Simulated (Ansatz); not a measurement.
Run report: AlNi, single-point calculation

System: AlNi (2 atoms in the cell).
Method: DFT, r2SCAN, plane waves, PAW, Ueff = 3 eV on Ni d, no spin polarisation (Ansatz 0.2.0).

The structure derives from a Materials Project entry. Figures and captions count atoms from 1; the log counts them from 0 in places.

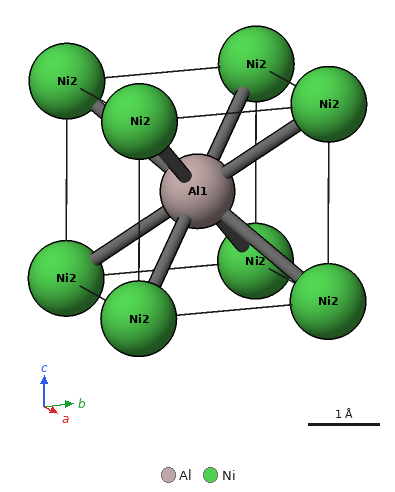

Figure 1. The input geometry (ball-and-stick view of the reduced cell, seen slightly off an axis; atoms are numbered from 1 in the order of the input). Near neighbours in the crystal (not all of them lie inside the picture): Al has 8 Ni at 2.46 to 2.49 Å; Ni has 8 Al at 2.46 to 2.49 Å.

Results in brief:

```csv
quantity,value
outcome,converged
space group (tolerance 0.01 Å),R-3m (166)
electrons treated,21
free energy,−6387.0506 eV
Fermi energy,14.436 eV
gap on the k-point mesh,none (metallic)
pressure,2.92 GPa
largest force (length of the vector),under 0.001 eV/Å
hardware,"8 threads of Intel Xeon @ 2.70GHz, 189 GiB of memory available, shared host"
wall time,6.3 s (CPU time 37 s)
peak memory,0.72 GiB
```

Remarks:

Settings chosen away from the usual ones: hamiltonian.hubbard set to {"sites": [{"species": "Ni", "l": "d", "u_eff": 3.0}], "double_counting": "amf"}. The run has no spin polarisation, so a magnetic state may lie lower.

Input:
```yaml
crystal:
  lattice:
    - [4.0065521711, 4.821e-07, -0.0025866339]
    - [-2.0032756681, 3.4697762028, 0.002586634]
    - [-2.0043569021, 1.157215997, 1.6628293897]
  atoms:
    - { symbol: Al, position: [0.5, 0.5, 0.5] }
    - { symbol: Ni, position: [0.0, 0.0, 0.0] }
basis:
  ecutwfc: 500
kpoints:
  mp_grid: { grid: [9, 9, 20] }
hamiltonian:
  xc: r2scan
  hubbard: { sites: [{ species: Ni, l: d, u_eff: 3.0 }], double_counting: amf }
scf:
  occupations: { method: gaussian, width: 0.1 }
output:
  forces: true
  eigenvalues: true
  stress: true
```

Launch command:
```bash
ansatz run input.yaml --threads 8 --pin off --max-ram 20480MiB --backend cpu --events-out ev --progress --plain --runs-dir out
```

What the program printed:
```
Al: projections on atomic orbitals take those of the free atom [Ne] 3s2 3p1, of charge +0.00 (hamiltonian.pseudopotentials.projection_atoms); the dataset's partial waves leave at most 3.3e-8 of an orbital's norm unspanned inside its sphere
Ni: projections on atomic orbitals take those of the free atom [Ne] 3s2 3p6 3d8 4s2, of charge +0.00 (hamiltonian.pseudopotentials.projection_atoms); the dataset's partial waves leave at most 1.6e-6 of an orbital's norm unspanned inside its sphere
Engine: ansatz 0.2.0, x86_64-unknown-linux-gnu
Pseudopotentials: kind: paw
Pseudopotential: Al, paw, valence charge 3, recommended cutoff 500 eV (meta_gga), Al.paw.azcp
Pseudopotential: Ni, paw, valence charge 18, recommended cutoff 500 eV (meta_gga), Ni.paw.azcp
Functional definition: r2SCAN
  parameter k0 = 0.174
  parameter k1 = 0.065
  parameter a1 = 4.9479
  exchange = r2scan_x(k0 = k0, k1 = k1, a1 = a1)
  correlation = r2scan_c
Crystal: 2 atoms, lattice volume = 23.092 Å³
Basis set: ecut = 500 eV, 595 PW (Γ), exchange–correlation on 120×120×96 points (64 copies of the dense FFT grid, shifted against one another)
Bands: 15, of which v1, the nominal top of the filled ones, is band 11 counted from 1 (10 counted from 0)
Symmetry: 4 space group operations
Space group: C2/m (ITA 12), of the structure as read, at distance tolerance 2.8e-5 Å
k-points: 455 of 1620
Non-local potential: Al, projectors of the file, l = 0: 2, l = 1: 2, l = 2: 1
Non-local potential: Ni, projectors of the file, l = 0: 3, l = 1: 2, l = 2: 3, l = 3: 1
PAW form: soft (Blöchl's): semilocal exchange-correlation on the pseudo side does not see the compensation charge
PAW frozen core: Al, regenerated for the run's functional (the file was generated under x = pbe(κ = 0.804, μ = 0.2195149727645171), c = pbe(β = 0.06672455060314922))
PAW frozen core: Ni, regenerated for the run's functional (the file was generated under x = pbe(κ = 0.804, μ = 0.2195149727645171), c = pbe(β = 0.06672455060314922))
PAW one-centre angular grid: Al, 302 points (default); XC on 160 Gauss nodes
PAW one-centre angular grid: Ni, 590 points (default); XC on 160 Gauss nodes
Initial density: superposition of atomic densities (chi_scale 0.1, normalization cell, long waves kept (reshape's long-wave potential 0.00 eV rms))
Initial wavefunctions: pseudopotential atomic-orbital guess
Functional: x = r2scan, c = r2scan; τ floored in thin density (d = 2e-4 eV/Å³)
SCF iter   1: F=—  HF=-6387.342284 eV  |F-HF|=—  |Δ(HF+E_count)|=         —  Δρ=1.18e-1  dr2=2.69e0  dr2_τ=7.39e-2  ethr=3.10e-3  ⟨swp⟩=4.3  Hψ=30727  notcnv=0
preconditioner: auto → none  [metal: Δε(μ)=0.011 eV  Ē_g=11.118 eV  σ=0.100 eV  W_gap=0.06  n_scr=6 (ndim 8)  ℏωp=27.9 eV  f_vac=0.000  D(μ)=0.64/eV (n_scr^D=6)  sad-step TF]
SCF iter   2: F=—  HF=-6387.328390 eV  |F-HF|=—  |Δ(HF+E_count)|=   1.39e-2  Δρ=8.85e-2  dr2=9.15e-1  dr2_τ=1.17e-2  ethr=3.10e-3  ⟨swp⟩=3.0  Hψ=18192  notcnv=0  defer=184
SCF iter   3: F=—  HF=-6387.097461 eV  |F-HF|=—  |Δ(HF+E_count)|=   2.31e-1  Δρ=3.10e-2  dr2=2.24e-1  dr2_τ=8.61e-4  ethr=3.10e-3  ⟨swp⟩=2.8  Hψ=15068  notcnv=0  defer=169
SCF iter   4: F=—  HF=-6387.051670 eV  |F-HF|=—  |Δ(HF+E_count)|=   4.58e-2  Δρ=6.18e-3  dr2=5.92e-3  dr2_τ=9.26e-5  ethr=1.06e-3  ⟨swp⟩=2.0  Hψ=9229  notcnv=0  defer=169
SCF iter   5: F=—  HF=-6387.050998 eV  |F-HF|=—  |Δ(HF+E_count)|=   6.72e-4  Δρ=3.65e-3  dr2=1.81e-3  dr2_τ=1.25e-5  ethr=2.82e-5  ⟨swp⟩=2.5  Hψ=13321  notcnv=0  defer=169
SCF iter   6: F=—  HF=-6387.050638 eV  |F-HF|=—  |Δ(HF+E_count)|=   3.60e-4  Δρ=7.01e-4  dr2=8.86e-5  dr2_τ=3.54e-7  ethr=8.60e-6  ⟨swp⟩=2.1  Hψ=8996  notcnv=0  defer=169
SCF iter   7: F=—  HF=-6387.050623 eV  |F-HF|=—  |Δ(HF+E_count)|=   1.48e-5  Δρ=1.30e-4  dr2=2.56e-6  dr2_τ=2.06e-8  ethr=4.22e-7  ⟨swp⟩=1.1  Hψ=6717  notcnv=0  defer=169
SCF iter   8: F=-6387.050623 eV  HF=-6387.050623 eV  |F-HF|=3.09e-8  |Δ(HF+E_count)|=   3.40e-7  Δρ=1.70e-5  dr2=4.68e-8  dr2_τ=8.91e-10  ethr=4.76e-10  ⟨swp⟩=6.2  Hψ=32698  notcnv=0
SCF 1 converged in 8 iterations: F = -6387.050623 eV  dr2 = 4.68e-8
  greatest PAW one-centre occupation: 1.001 electrons in one spin orbital (limit 2), on the Ni atom at site 1 (counted from 0), in its partial waves of l = 1
```

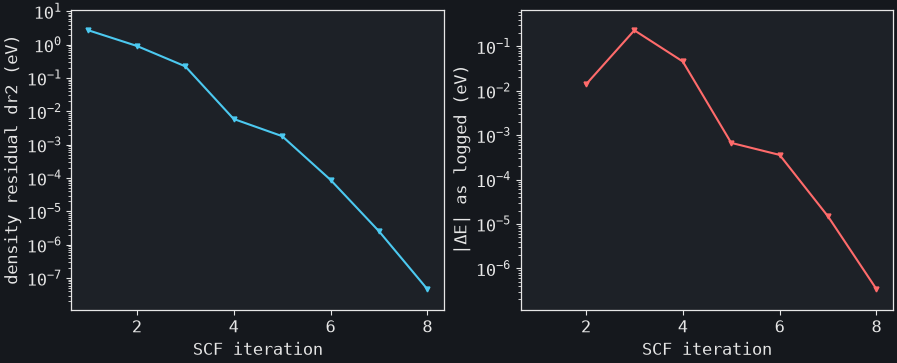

Figure 2. Convergence of the self-consistent field: density residual dr2 and size of the energy change against the SCF iteration. The residual falls at every step.

```
SCF converged after 8 iterations
Free energy (F): -6387.050623 eV
Harris-Foulkes:  -6387.050623 eV  (|F-HF|=3.09e-8)
Internal energy: -6387.046481 eV  (E = F + TS)
E sigma→0 (E₀):  -6387.048552 eV
Entropy (-TS):   -0.004142 eV (-2.071 meV/atom)
Fermi energy:    14.436032 eV
--- Per-component energies (eV) ---
  E_band       = -351.006726
  E_kinetic    = 312.262779
  E_local      = -4405.914517  (includes V_loc(G=0)·N_el)
  E_nonlocal   = 651.983731
  E_hartree    = 1901.192550
  E_xc         = -117.682018
  E_vxc        = -151.821639  (∫ρ·V_xc dr)
  E_hubbard    = -0.001370  (on-site DFT+U / exact-exchange correction)
  E_vhub       = -0.002739  (the Hubbard potential's part of the band-sum identity)
  E_paw        = -2120.746902  (= ΣΔE_a)
  E_vpaw       = -570.352086  (= ΣTr[D̂ρ^β])
  E_aug_tail   = 0.000230  (compensation charges beyond the density's cutoff)
  E_vtau       = 10.471074  (kinetic-family band-sum trace: ∫τ·v_τ [+ j·A + Jᵃ·Aᵃ] dr)
  E_ewald      = -2607.780789
  E_core_change = -0.360177  (= ΣΔE_core)
  E_smearing   = -0.004142  (= −TS)
  E_closure    = 0.000000  (closes the sum)
  Σ components = -6387.050623   (vs F -6387.050623, Δ=0.00e0)
DFT+U double counting: amf (around mean field; hamiltonian.hubbard.double_counting)
--- Forces (eV/Å), atoms counted from 1 ---
  atom   1  Al     0.00000000     0.00000000     0.00000000
  atom   2  Ni     0.00000000     0.00000000     0.00000000
  max |Σ_I F_I| component: 0.00e0 eV/Å
--- Stress (GPa, compression-positive) ---
        4.406004      -0.076163      -0.021835
       -0.076163       4.318058       0.012606
       -0.021835       0.012606       0.040739
  P = ⅓ Tr σ = 2.9216 GPa (29.216 kbar)
--- Band table (eV; the first three rows and the last of 455) ---
  k-point 0: bands = ["-92.5937", "-51.5197", "-51.5188", "-51.5109", "2.4383", "10.9480", "10.9528", "12.7361", "12.7384", "12.7693", "20.4183", "20.4536", "20.5458", "22.9545", "22.9633"]
  k-point 1: bands = ["-92.5936", "-51.5203", "-51.5194", "-51.5115", "2.5842", "10.9627", "10.9673", "12.6980", "12.7003", "12.7166", "19.7993", "19.8252", "20.3980", "23.8025", "23.8186"]
  k-point 2: bands = ["-92.5932", "-51.5220", "-51.5210", "-51.5133", "3.0182", "11.0053", "11.0094", "12.5673", "12.5836", "12.5860", "18.8138", "18.8326", "20.0624", "25.4501", "25.4725"]
  k-point 454: bands = ["-92.5904", "-51.5424", "-51.5396", "-51.5101", "7.8287", "10.0707", "11.1606", "11.7814", "12.2345", "12.2678", "13.8751", "16.8007", "18.6962", "25.7227", "29.4762"]
Occupation matrices written to [file]
```

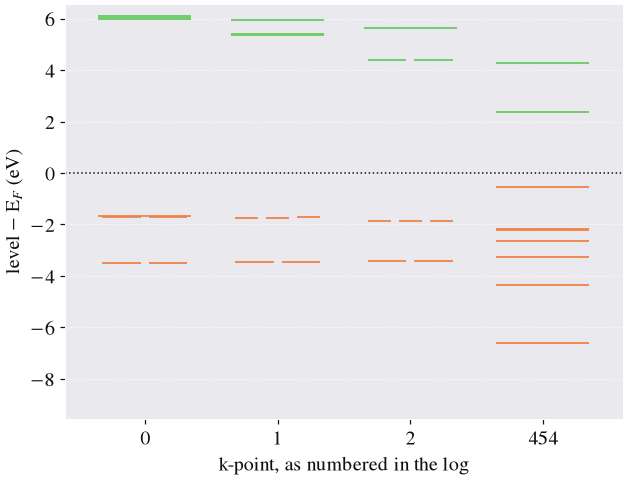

Figure 3. Kohn–Sham levels near the Fermi level (dotted) at the few k-points that the log prints; levels within 0.02 eV of each other stand side by side. The system is metallic on the full mesh.
